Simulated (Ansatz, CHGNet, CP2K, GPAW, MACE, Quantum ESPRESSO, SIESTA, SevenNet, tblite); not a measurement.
**SIESTA runs on glassy ZnIn2Ga2O7 (96 atoms)**

Wanted: SIESTA inputs and outputs for glassy ZnIn2Ga2O7 (96 atoms), checked against a plane-wave reference.

Calculated with SIESTA 5.4.2; the method is named at each step.

## (1) The starting structure

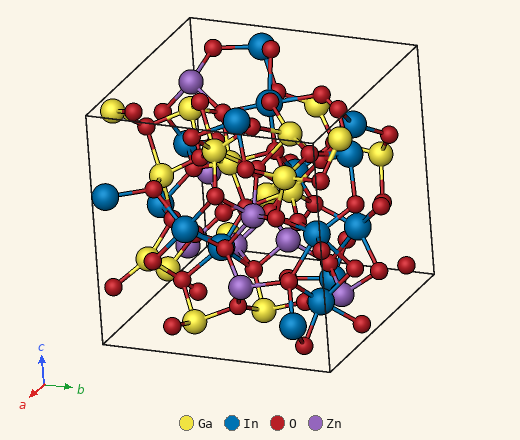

The cell as given, slightly off an axis (gallium yellow, indium blue, oxygen red, zinc purple). Bonds to atoms that aren't drawn are left out. Some periodic images of atoms are drawn too.

The cell holds 96 atoms: 16 Ga, 16 In, 56 O and 8 Zn. Cell: a = 10.656 Å, b = 10.656 Å, c = 10.656 Å, α = 90.0°, β = 90.0°, γ = 90.0°. 96 atoms (16 Fe, 16 Sc, 56 O, 8 Zn) placed at random at 4.16 g/cm³, melted at 4500 K for 20 ps at fixed volume with the Morse and Coulomb pair potential with partial charges (Pedone, Malavasi, Menziani, Cormack and Segre, J. Phys. Chem. B 110, 11780 (2006)). Quenched from 4500 K to 300 K at 100 K/ps and fixed volume, held 5 ps. Then Fe was replaced by Ga, Sc was replaced by In (the potential has no terms for the new elements, so the cell is a start for a DFT relaxation). Then every atom was moved at random, 0.03 Å r.m.s. a Cartesian component.

The yardstick, on the same geometry:

- method: Kohn-Sham DFT, PBE, SSSP efficiency 1.3.0 pseudopotentials, plane waves (Quantum ESPRESSO 7.5); sssp-pbe-1.3.0-efficiency, cutoffs 60/480 Ry, Γ point
- r.m.s. force component: 1.051 eV/Å
- longest force: 4.411 eV/Å
- pressure: 4.903 GPa
- gap (highest filled to lowest empty level): 0.5121 eV
- time: 10 min on 4 MPI ranks of Arm Neoverse V1, shared host
- CPU time: 41 min

## (2) PBE, DZP, shift 0.01 Ry, mesh 500 Ry

Method: Kohn-Sham DFT, PBE, PseudoDojo 0.4.1 norm-conserving pseudopotentials (converted to PSML), numerical atomic orbitals (DZP), diagonalisation.

The .psml files are PseudoDojo norm-conserving potentials that we converted to this format, checked against plane waves on the same files for H, C, O, Si, Ge and Ca alone.

The input, input.fdf:

```
SystemLabel cell
NumberOfAtoms 96
NumberOfSpecies 4
%block ChemicalSpeciesLabel
  1 31 Ga
  2 49 In
  3 8 O
  4 30 Zn
%endblock ChemicalSpeciesLabel
LatticeConstant 1.0 Ang
%block LatticeVectors
  10.65570 0.00000 0.00000
  0.00000 10.65570 0.00000
  0.00000 0.00000 10.65570
%endblock LatticeVectors
PAO.BasisSize DZP
PAO.EnergyShift 0.01 Ry
XC.Functional GGA
XC.Authors PBE
MeshCutoff 500 Ry
%block kgrid_Monkhorst_Pack
  1 0 0 0.0
  0 1 0 0.0
  0 0 1 0.0
%endblock kgrid_Monkhorst_Pack
SolutionMethod diagon
OccupationFunction FD
ElectronicTemperature 580 K
SCF.Mixer.Method Pulay
SCF.Mixer.Weight 0.15
SCF.Mixer.History 8
SCF.Mix Hamiltonian
MaxSCFIterations 300
SCF.DM.Tolerance 1e-04
SCF.H.Tolerance 1.0e-3 eV
WriteForces T
Write.HirshfeldPop T
Write.VoronoiPop T
Write.DM F
Write.H F
XML.Write F
AtomicCoordinatesFormat Fractional
%block AtomicCoordinatesAndAtomicSpecies
  0.46354 0.62140 0.51841 1
  0.57994 0.51905 0.03210 1
  0.00403 0.10107 0.06491 1
  0.79372 0.31351 0.04948 1
  0.75399 0.99919 0.91468 1
  0.72488 0.42283 0.77944 1
  0.77625 0.11878 0.29273 1
  0.05246 0.30830 0.28526 1
  0.53720 0.67141 0.80375 1
  0.01406 0.54137 0.68974 1
  0.01784 0.81105 0.50969 1
  0.52827 0.08106 0.13859 1
  0.67579 0.15637 0.61824 1
  0.52109 0.23070 0.85365 1
  0.83099 0.77872 0.75135 1
  0.47023 0.36105 0.61127 1
  0.70199 0.83614 0.16195 2
  0.87534 0.34158 0.49173 2
  0.72332 0.85034 0.46738 2
  0.19383 0.51306 0.46844 2
  0.85880 0.59814 0.98761 2
  0.96657 0.83416 0.16718 2
  0.51259 0.91753 0.73510 2
  0.52317 0.06693 0.41652 2
  0.05428 0.33600 0.93780 2
  0.29342 0.82135 0.31181 2
  0.27312 0.08067 0.57549 2
  0.25865 0.81767 0.74348 2
  0.97648 0.04847 0.64034 2
  0.61771 0.36990 0.30667 2
  0.28776 0.46679 0.80642 2
  0.16787 0.63120 0.00878 2
  0.32540 0.65246 0.40453 3
  0.10831 0.12920 0.52232 3
  0.44484 0.54852 0.88998 3
  0.84886 0.20258 0.63853 3
  0.61890 0.07688 0.79878 3
  0.75883 0.49399 0.12526 3
  0.37733 0.94304 0.16908 3
  0.59366 0.54176 0.65823 3
  0.62128 0.30661 0.69249 3
  0.57843 0.70418 0.09139 3
  0.02976 0.41318 0.42808 3
  0.85617 0.14189 0.97246 3
  0.76736 0.45949 0.37637 3
  0.20092 0.65884 0.82940 3
  0.82759 0.76207 0.29471 3
  0.11348 0.90235 0.64648 3
  0.69149 0.58020 0.88995 3
  0.29936 0.68561 0.13911 3
  0.42252 0.83722 0.88258 3
  0.59766 0.70739 0.44917 3
  0.35516 0.96249 0.44531 3
  0.14144 0.16281 0.94762 3
  0.43638 0.75081 0.65672 3
  0.24851 0.41571 0.30696 3
[... 36 atom lines left out ...]
  0.04643 0.05603 0.35233 4
  0.35279 0.30006 0.19301 4
  0.41832 0.79037 0.06528 4
  0.24044 0.03476 0.10979 4
%endblock AtomicCoordinatesAndAtomicSpecies
```

Started as:

```
> OMP_NUM_THREADS=1 mpirun -np 4 siesta < input.fdf > output.txt
```

The log of the run:

```text
Version         : 5.4.2
reinit: System Name:
reinit: System Label: cell
initatom: Reading input for the pseudopotentials and atomic orbitals ----------
Species number:   1 Atomic number:   31 Label: Ga
Species number:   2 Atomic number:   49 Label: In
Species number:   3 Atomic number:    8 Label: O
Species number:   4 Atomic number:   30 Label: Zn
Ground state valence configuration (from tables):   4s02  4p01  4d00  4f00
Ground state valence configuration (from tables):   5s02  5p01  5d00  4f00
Ground state valence configuration (from tables):   2s02  2p04  3d00  4f00
Ground state valence configuration (from tables):   4s02  4p00  3d10  4f00
---- Processing specs for species: Ga
GGA--PBE XC_GGA_X_PBE--XC_GGA_C_PBE pb
Semicore shell(s) with 10 electrons included in the valence for Ga
---- Processing specs for species: In
GGA--PBE XC_GGA_X_PBE--XC_GGA_C_PBE pb
Semicore shell(s) with 10 electrons included in the valence for In
---- Processing specs for species: O
GGA--PBE XC_GGA_X_PBE--XC_GGA_C_PBE pb
---- Processing specs for species: Zn
GGA--PBE XC_GGA_X_PBE--XC_GGA_C_PBE pb
Semicore shell(s) with  8 electrons included in the valence for Zn
Semicore shell(s): 3d
Fallback to non-perturbative polarization scheme for Ga
Please see the manual if this is not desired in principle
Semicore shell(s): 4d
Fallback to non-perturbative polarization scheme for In
Please see the manual if this is not desired in principle
Semicore shell(s): 3s 3p
Fallback to non-perturbative polarization scheme for Zn
Please see the manual if this is not desired in principle
Ga pseudopotential only contains V_ls up to l=2 -- lmxkb reset.
In pseudopotential only contains V_ls up to l=2 -- lmxkb reset.
O pseudopotential only contains V_ls up to l=2 -- lmxkb reset.
Zn pseudopotential only contains V_ls up to l=2 -- lmxkb reset.
Using PAO.SplitTailNorm
%block ChemicalSpeciesLabel
    1   31 Ga                      # Species index, atomic number, species label
[... lines left out ...]
Total number of electrons:   912.000000
[... lines left out ...]
outcell: Cell vector modules (Ang)   :   10.655700   10.655700   10.655700
outcell: Cell angles (23,13,12) (deg):     90.0000     90.0000     90.0000
outcell: Cell volume (Ang**3)        :   1209.8902
Gamma-point calculation with interaction between periodic images
Gamma-point calculation with interaction between periodic images
Some features might not work optimally:
Some features might not work optimally:
e.g. DM initialization from atomic data
e.g. DM initialization from atomic data
new_DM -- step:     1
Initializing Density Matrix...
Attempting to read DM from file... Failed...
DM filled with atomic data:
InitMesh: MESH = 144 x 144 x 144 = 2985984
InitMesh: Mesh cutoff (required, used) =   500.000   504.735 Ry
stepf: Fermi-Dirac step function
        iscf     Eharris(eV)        E_KS(eV)     FreeEng(eV)     dDmax    Ef(eV) dHmax(eV)
   scf:    1  -124683.788032  -130163.131102  -130163.875439  1.706895 -0.975287165.865250
   scf:    2  -131432.544817  -132536.530251  -132536.676207  1.786203 -4.234138 62.385438
   scf:    3  -132916.954156  -132850.899082  -132850.911482  1.795129 -5.276391 17.691333
   scf:    4  -132885.919110  -132869.760790  -132869.762204  0.080700 -5.233720 13.227816
[...]
scf:   15  -132887.503917  -132887.503916  -132887.513553  0.000060 -5.038166  0.001079
   scf:   16  -132887.503915  -132887.503916  -132887.513553  0.000048 -5.038098  0.000583
SCF Convergence by DM+H criterion
max |DM_out - DM_in|         :     0.0000479200
max |H_out - H_in|      (eV) :     0.0005834730
SCF cycle converged after 16 iterations
Using DM_out to compute the final energy and forces
siesta: E_KS(eV) =          -132887.5039
siesta: E_KS - E_eggbox =   -132887.5039
siesta: Atomic forces (eV/Ang):
     1    0.997374   -0.172109    1.534433
     2   -0.118290    1.207837   -1.205513
     3   -0.377108   -0.715773    0.685234
[...]
95    1.653824    0.740601   -1.974345
    96   -0.732039    0.449256   -0.099003
----------------------------------------
   Tot   -0.013355    0.006387   -0.007478
----------------------------------------
   Max    3.416650
   Res    1.137605    sqrt( Sum f_i^2 / 3N )
----------------------------------------
   Max    3.416650    constrained
Stress tensor Voigt[x,y,z,yz,xz,xy] (kbar):      -84.19      -43.94      -60.19       22.91        9.05        2.62
(Free)E + p*V (eV/cell)  -132840.1103
Target enthalpy (eV/cell)  -132887.5136
siesta: Program's energy decomposition (eV):
siesta: Ebs     =    -18404.587115
siesta: Eions   =    160028.061028
siesta: Ena     =     10497.068187
siesta: Ekin    =     83035.340133
siesta: Enl     =    -37766.332070
siesta: DEna    =       470.821331
siesta: DUscf   =        70.414173
siesta: Ex      =    -27504.744135
siesta: Ec      =     -1662.010507
siesta: Exc     =    -29166.754642
siesta: Eharris =   -132887.503915
siesta: Etot    =   -132887.503916
siesta: FreeEng =   -132887.513553
siesta: Final energy (eV):
siesta:  Band Struct. =  -18404.587115
siesta:       Kinetic =   83035.340133
siesta:       Hartree =   44463.600562
siesta:         Exch. =  -27504.744135
siesta:         Corr. =   -1662.010507
siesta:   Exch.-corr. =  -29166.754642
siesta:  Ion-electron = -166740.647175
siesta:       Ion-ion =  -64479.042794
siesta:         Total = -132887.503916
siesta:         Fermi =      -5.038098
siesta: Stress tensor (static) (eV/Ang**3):
siesta:    -0.052549    0.001633    0.005651
siesta:     0.001633   -0.027422    0.014302
siesta:     0.005651    0.014302   -0.037568
siesta: Cell volume =       1209.890188 Ang**3
siesta: Pressure (static):
siesta:                Solid            Molecule  Units
siesta:           0.00042672          0.00047476  Ry/Bohr**3
siesta:           0.03917980          0.04359021  eV/Ang**3
siesta:          62.77296431         69.83920987  kBar
    Orbital volume contribution        =          53.781529 eV
    (Free)E + p_basis*V_orbitals       =     -132833.732024 eV
    (Free)Eharris+ p_basis*V_orbitals  =     -132833.732023 eV
Hirshfeld Atomic Populations:
Atom #   charge [q] valence [e]  Species
     1     0.327521   12.672479  Ga
     2     0.345263   12.654737  Ga
     3     0.315652   12.684348  Ga
[...]
17     0.382325   12.617675  In
    18     0.418066   12.581934  In
    19     0.426429   12.573571  In
[...]
33    -0.316533    6.316533  O
    34    -0.368456    6.368456  O
    35    -0.331938    6.331938  O
[...]
89     0.763019   19.236981  Zn
    90     0.745591   19.254409  Zn
    91     0.815400   19.184600  Zn
[...]
--------------------
 Total    -0.000032
Voronoi Atomic Populations:
Atom #   charge [q] valence [e]  Species
[...]
15     0.516180   12.483820  Ga
    16     0.511187   12.488813  Ga
[...]
31     0.526070   12.473930  In
    32     0.550583   12.449417  In
[...]
87    -0.372776    6.372776  O
    88    -0.402549    6.402549  O
[...]
95     0.858419   19.141581  Zn
    96     0.861587   19.138413  Zn
--------------------
 Total    -0.000032
```

Run time: 3.4 min. Hardware: 4 MPI ranks of Arm Neoverse V1, shared host; peak memory 3.2 GiB; 14 min of CPU time.

Banners, paths, timers and routine set-up lines are dropped from the logs unmarked, and long logs keep their key lines alone; longer cuts are marked.

Numbers from this run, and their distance from the reference:

* r.m.s. force component: 1.138 eV/Å
* r.m.s. difference of force components: 131.6 meV/Å
* longest difference of force vectors: 479 meV/Å
* force difference over r.m.s. force: 12.52 %
* slope of forces against the reference's: 1.078
* correlation of force components: 0.9959
* gap (highest filled to lowest empty level): 0.4829 eV
* gap difference: -0.0292 eV
* pressure: 6.277 GPa
* pressure difference: 1.374 GPa

Length of the force difference by element (eV/Å):

| element | atoms | mean | most |
| --- | --- | --- | --- |
| Ga | 16 | 0.18 | 0.40 |
| In | 16 | 0.25 | 0.48 |
| O | 56 | 0.21 | 0.40 |
| Zn | 8 | 0.16 | 0.21 |

Levels nearest the highest filled one (eV from it): -0.70, -0.68, -0.61, -0.61, -0.58, -0.52, -0.38, -0.32, -0.28, -0.23, -0.17, 0.00, 0.48, 2.72, 2.92, 3.01, 3.06, 3.19, 3.37, 3.74, 3.78, 3.95, 3.98, 4.07.

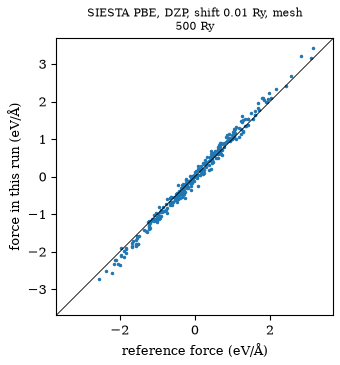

Force components against those of the reference; the line marks equality.

The surroundings of Zn89, one of the 8 Zn atoms, nearest first, numbered as they follow in the input and with coordinates relative to it.

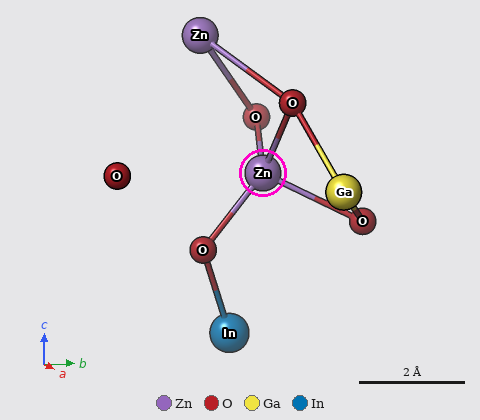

The atoms of the table, within 3.4 Å (arrows a, b, c point along x, y, z); some may hide others; the central atom is ringed.

| atom | x | y | z | distance (Å) | bonds | Hirshfeld charge (e) | Fx | Fy | Fz (eV/Å) |
| --- | --- | --- | --- | --- | --- | --- | --- | --- | --- |
| Zn89 | 0.00 | 0.00 | 0.00 | 0.00 | 4 | 0.76 | -1.19 | -0.03 | 0.60 |
| O78 | 0.36 | -1.26 | -1.40 | 1.92 | 4 | -0.33 | -0.41 | -0.60 | 2.05 |
| O54 | -1.74 | 0.30 | 0.87 | 1.97 | 3 | -0.43 | 0.35 | -1.46 | 0.17 |
| O83 | 1.33 | 0.26 | 1.49 | 2.01 | 3 | -0.42 | -0.58 | 0.37 | 0.01 |
| O88 | 0.77 | 1.77 | -0.89 | 2.13 | 4 | -0.32 | 0.59 | -2.13 | -0.53 |
| Ga14 | 2.30 | 1.02 | -0.13 | 2.52 | 5 | 0.35 | 2.33 | -0.54 | 1.34 |
| Zn96 | -0.69 | -1.06 | 2.60 | 2.89 | 3 | 0.73 | -0.73 | 0.45 | -0.10 |
| In27 | -0.34 | -0.57 | -3.10 | 3.17 | 4 | 0.41 | 1.34 | 0.57 | -1.91 |
| O51 | 1.25 | -3.17 | 0.18 | 3.41 | 4 | -0.41 | -1.34 | -1.30 | 1.55 |

Forces lie 13 % from the reference's, at 0.33 times its CPU time.

## (3) PBE, SZP, shift 0.01 Ry, mesh 500 Ry

Method: Kohn-Sham DFT, PBE, PseudoDojo 0.4.1 norm-conserving pseudopotentials (converted to PSML), numerical atomic orbitals (SZP), diagonalisation.

Edit input.fdf of step 2 so:

```diff
@@ -15,3 +15,3 @@
 %endblock LatticeVectors
-PAO.BasisSize DZP
+PAO.BasisSize SZP
 PAO.EnergyShift 0.01 Ry
```

Started as:

```
> OMP_NUM_THREADS=1 mpirun -np 2 siesta < input.fdf > output.txt
```

The log of the run:

```text
Version         : 5.4.2
reinit: System Name:
reinit: System Label: cell
initatom: Reading input for the pseudopotentials and atomic orbitals ----------
Species number:   1 Atomic number:   31 Label: Ga
Species number:   2 Atomic number:   49 Label: In
Species number:   3 Atomic number:    8 Label: O
Species number:   4 Atomic number:   30 Label: Zn
[... lines left out ...]
SCF Convergence by DM+H criterion
[... lines left out ...]
SCF cycle converged after 16 iterations
[... lines left out ...]
   Max    3.519789
[... lines left out ...]
   Max    3.519789    constrained
Stress tensor Voigt[x,y,z,yz,xz,xy] (kbar):     -100.14      -58.40      -75.92       24.12       10.30        1.63
[... lines left out ...]
siesta: FreeEng =   -132871.680001
[... lines left out ...]
siesta:         Fermi =      -4.815495
[... lines left out ...]
siesta:          78.15148791         86.22947672  kBar
[... lines left out ...]
     3     0.321982   12.678018  Ga
[...]
17     0.384689   12.615311  In
    18     0.419390   12.580610  In
    19     0.425887   12.574113  In
[...]
33    -0.317522    6.317522  O
    34    -0.371270    6.371270  O
    35    -0.337620    6.337620  O
[...]
89     0.777638   19.222362  Zn
    90     0.765627   19.234373  Zn
    91     0.832743   19.167257  Zn
[...]
--------------------
 Total    -0.000027
Voronoi Atomic Populations:
Atom #   charge [q] valence [e]  Species
[...]
15     0.516928   12.483072  Ga
    16     0.510876   12.489124  Ga
[...]
31     0.519856   12.480144  In
    32     0.541345   12.458655  In
[...]
87    -0.380051    6.380051  O
    88    -0.400849    6.400849  O
[...]
95     0.869060   19.130940  Zn
    96     0.870446   19.129554  Zn
--------------------
 Total    -0.000027
```

The job ended after 4.9 min (2 MPI ranks; peak memory 2.5 GiB; 9.8 min of CPU time).

Numbers from this run, and their distance from the reference:

| Quantity | Value |
| --- | --- |
| r.m.s. force component | 1.168 eV/Å |
| r.m.s. difference of force components | 168.2 meV/Å |
| longest difference of force vectors | 714.6 meV/Å |
| force difference over r.m.s. force | 16.01 % |
| slope of forces against the reference's | 1.105 |
| correlation of force components | 0.9941 |
| gap (highest filled to lowest empty level) | 0.494 eV |
| gap difference | -0.0181 eV |
| pressure | 7.815 GPa |
| pressure difference | 2.912 GPa |

This is a coarse setting, run to see what it loses.

Against the first run (13 %), the force difference from the reference is 16 %, at 0.73 times the CPU time (on 2 against 4 cores), with 1056 basis functions against 1456: the smaller basis costs accuracy.

## (4) Side by side

Differences are against the plane-wave reference, forces as r.m.s. over components; share is that over the reference's r.m.s. force, slope the least-squares factor from reference forces to these. Total energies of different programs have different zeros and aren't compared.

| run | Δ force, r.m.s. (meV/Å) | share (%) | slope | Δ pressure (GPa) | Δ gap (eV) | cores | CPU time | memory (GiB) |
| --- | --- | --- | --- | --- | --- | --- | --- | --- |
| reference | - | - | - | - | - | 4 | 41 min | 4.0 |
| SIESTA PBE, DZP, shift 0.01 Ry, mesh 500 Ry | 132 | 12.5 | 1.078 | 1.37 | -0.0292 | 4 | 14 min | 3.2 |
| SIESTA PBE, SZP, shift 0.01 Ry, mesh 500 Ry (coarse) | 168 | 16.0 | 1.105 | 2.91 | -0.0181 | 2 | 9.8 min | 2.5 |

Rows marked coarse were listed beforehand as settings not expected to be converged; some can still land near the reference.

CPU time is summed over cores on a shared host, where runs went side by side, so it is rough. Symmetry, cutoffs, thresholds, outputs and thread counts weren't matched or tuned between programs; memory under MPI is the largest rank's times the ranks.

## (5) What came out

```yaml
nearest_in_forces: SIESTA PBE, DZP, shift 0.01 Ry, mesh 500 Ry, 13 %
its_cpu_time: 14 min
```

The PBE run in local orbitals, coarse settings apart, differs by 13 % (SIESTA PBE, DZP, shift 0.01 Ry, mesh 500 Ry); basis, grid and potentials can all enter. Runs with settings chosen to be coarse differ by 16 % (SIESTA PBE, SZP, shift 0.01 Ry, mesh 500 Ry), their programs' other errors included. Of the electronic-structure runs that take under half the reference's CPU time, SIESTA PBE, DZP, shift 0.01 Ry, mesh 500 Ry comes nearest, at 13 % in 14 min against 41 min. SIESTA PBE, SZP, shift 0.01 Ry, mesh 500 Ry stiffens the forces by a factor of 1.10 while following their directions (correlation 0.994); the slopes of the 2 SIESTA runs lie between 1.08 and 1.10. At the same functional, gaps differ from the reference's 0.512 eV by between -0.03 and -0.02 eV. In pressure, SIESTA PBE, SZP, shift 0.01 Ry, mesh 500 Ry misses by +2.9 GPa, at the same functional. The reference's pressure holds the uncorrected Pulay stress of its 60 Ry basis, so small pressure differences, and their order, may be the reference's own error. The quench rate of 100 K/ps is many orders above laboratory rates, so the cell is likely richer in defects and strain than a real sample. The network of bonds at the start is that of the classical potential that made the cell, and needn't be the one that DFT or experiment would give. The reference's stress is far from hydrostatic: its diagonal is 6.7, 3.2, 4.8 GPa, compression counted positive. The electronic-structure runs sample only Γ, in a cell whose shortest periodic width is 11 Å.

[Also dropped from logs without a mark: logging warnings of Python, and SIESTA's first energy breakdown and zero terms.]

[Logs are printed without paths, hosts, clocks, repeated set-up lines and the standing remarks that a program may print on its own settings, such as how far it seeks lower states.]

[Hosts, paths, dates, database ids (printed as entryN), source tags and the programs' standing remarks are cut or masked in the printed files.]
